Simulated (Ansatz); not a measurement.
System: SnO₂, space group R-3m (No. 166).

Structure:
```yaml
crystal:
  lattice:
    - [0.00000, 3.70617, 4.35495]
    - [-3.20964, -1.85309, 4.35495]
    - [3.20964, -1.85309, 4.35495]
  atoms:
    - { symbol: Sn, position: [0.50000, 0.50000, 0.50000] }
    - { symbol: Sn, position: [0.50000, 0.00000, 0.00000] }
    - { symbol: Sn, position: [0.00000, 0.00000, 0.50000] }
    - { symbol: Sn, position: [0.00000, 0.50000, 0.00000] }
    - { symbol: O, position: [0.24125, 0.24125, 0.24125] }
    - { symbol: O, position: [0.24125, 0.74125, 0.74125] }
    - { symbol: O, position: [0.74125, 0.74125, 0.24125] }
    - { symbol: O, position: [0.74125, 0.24125, 0.74125] }
    - { symbol: O, position: [0.75875, 0.75875, 0.75875] }
    - { symbol: O, position: [0.75875, 0.25875, 0.25875] }
    - { symbol: O, position: [0.25875, 0.25875, 0.75875] }
    - { symbol: O, position: [0.25875, 0.75875, 0.25875] }
```

Method: one atom of a crystal moved along a line, all else fixed, by plane-wave density functional theory with PAW datasets, free energies less that of the undisturbed cell; scalar-relativistic (Ansatz 0.2.0). Level: r2SCAN, no spin polarisation.

wave cutoff 500 eV; k mesh 6×6×6; occupations Gaussian; smearing width 0.05 eV; k shift (0, 0, 0) (mesh steps); start relaxed; moved atom 1; direction (0, 0, 1) (Cartesian unit vector).

Describe the result: the energy change against displacement. The displacement takes the values −0.30, −0.18, −0.06, 0.00, 0.12, 0.24 Å.

The energy rises on both sides of the starting structure, which is therefore a minimum along this path. The energy change is 0.5092 eV/cell at displacement −0.30 Å and 0.3325 eV/cell at 0.24 Å; the lowest computed point is at displacement 0.00 Å (0.0000 eV/cell), and no other minimum shows.

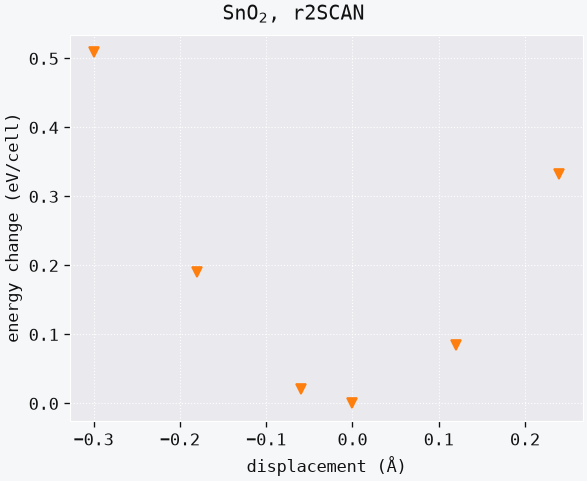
